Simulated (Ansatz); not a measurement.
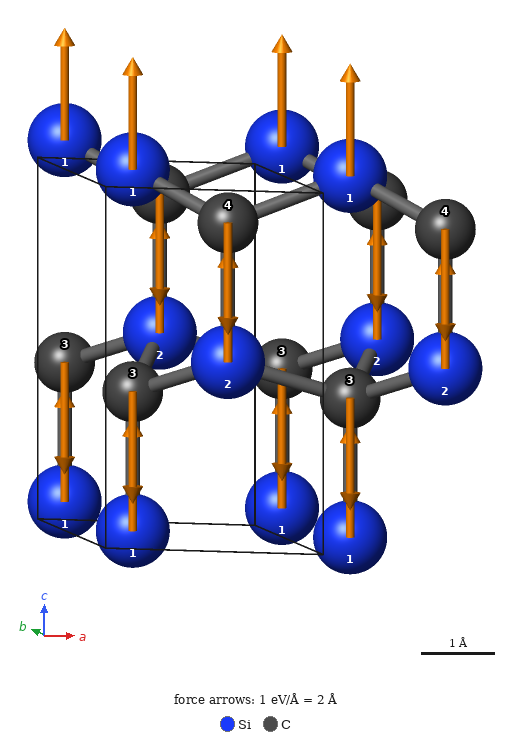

A changed version of solid SiC (set up in P6_3mc), with the computed forces as orange arrows. Besides, all lengths are scaled by −0.7 % (volume −2.0 %). A ball-and-stick model of the cell of the calculation, repeated 2 × 2 × 1 with one cell outlined, seen slightly off an axis.

These are results of Ansatz, DFT, PBEsol, PAW with Ansatz's default frozen-core files, scalar-relativistic, not measurements. (plane-wave cutoff 420 eV; k-point mesh 15 × 15 × 8; occupations fermi dirac; smearing width 0.08 eV; no spin polarisation)

**How do the forces relate to the distortion?**

The atoms keep their fractional coordinates. No relaxation follows. Energy change: +3.3 meV per atom. The pressure goes from 0.3 to 4.9 GPa. The principal stresses (compression positive) are 1.1 GPa along c and 6.9 GPa across it. The largest forces, 0.78 eV/Å, act on Si1, Si2, C3 and C4; on C3 it points along −c. Among the bonded contacts that change: C–Si 1.943 → 1.930 Å, C–Si 1.868 → 1.856 Å. The space group stays P6_3mc (No. 186).
